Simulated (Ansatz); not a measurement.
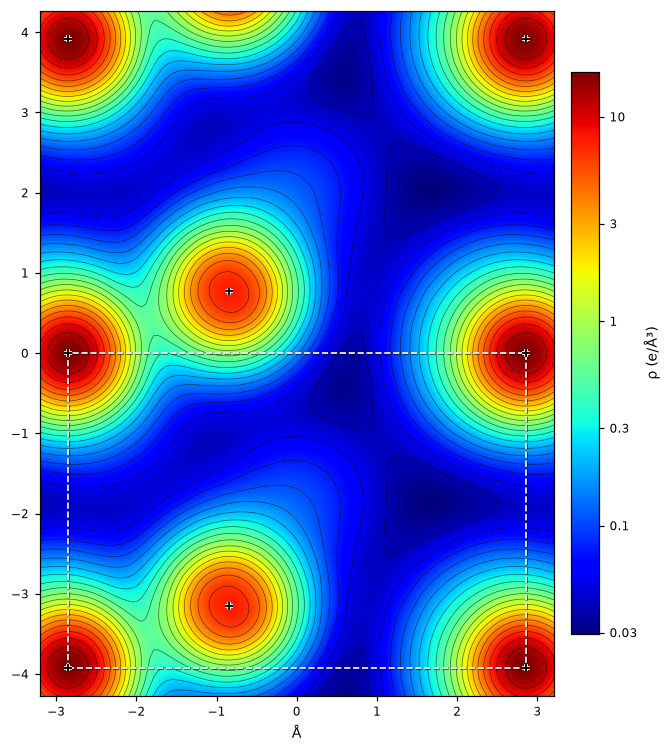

The valence pseudo-density on a plane through atoms (crosses mark nuclei in the plane).

All numbers below come from Ansatz 0.2.0, DFT PBE+D3(BJ), scalar-relativistic, plane waves, PAW.

Candidates:
A. SnO, a = 3.35 Å, b = 5.71 Å, c = 3.92 Å, α = 90.00°, β = 90.00°, γ = 90.00°. Space group Pmn2₁; a structure from a database of computed crystals, not necessarily the ambient phase.
B. PtSe2, a = 3.77 Å, b = 3.77 Å, c = 4.82 Å, α = 90.00°, β = 90.00°, γ = 120.00°. Space group P-3m1.

**Which system is this?**

Candidate A: SnO on the (100) plane of the conventional cell, which holds Sn and O. Sn–O (2.15 Å): ρ is about 0.55 e/Å³ halfway.
